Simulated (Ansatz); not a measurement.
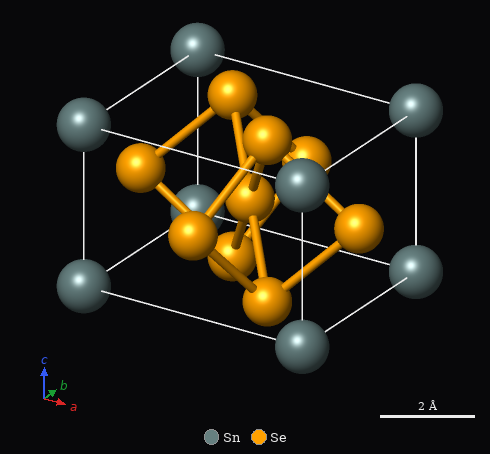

We look at a ball-and-stick model of the crystal slightly off an axis. The conventional unit cell is drawn as a box. Cell: a = 7.22 Å, b = 7.22 Å, c = 3.55 Å, α = 90.00°, β = 90.00°, γ = 120.00°.

Its origin is a structure type filled with these elements by a generator (whether the compound takes this form wasn't checked). Earlier steps of the study, as a rule a relaxation of our own, may have changed the cell and positions, so they can lie some per cent off the listed ones. A calculation with Ansatz used it as input.

### Notes on the structure:

The solid is SnSe5. The symmetry is that of P6/mmm (No. 191), on a primitive hexagonal lattice. The structure is of the kind named CaCu₅ type. Atoms per cell: 6 (1 Sn, 5 Se). Counting atoms within bonding range gives coordination numbers of Se 4 to 6 (mean 4.8).

The numbers come from DFT PBE, scalar-relativistic, plane waves, PAW in Ansatz 0.2.0, using a basis cut at 420 eV, a 6×6×10 sampling of the Brillouin zone, Gaussian smearing of 0.1 eV, no spin polarisation.

### Does it come out as a metal, or with a gap?

A metal: bands cross the Fermi level.

### State the Bader charges by element.

Sn +0.56 e; Se -0.21 to +0.04 e.

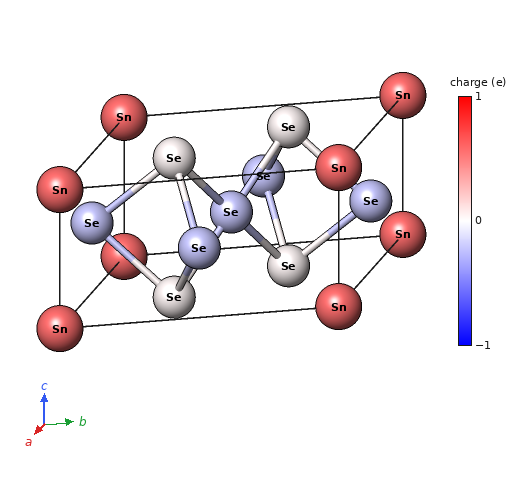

The atoms coloured by those charges. The run's cell of 6 atoms is drawn.

### Does the calculation find this structure at rest?

Yes. All forces vanish to within 0.01 eV/Å. The pressure is 0.0 GPa, close to zero.
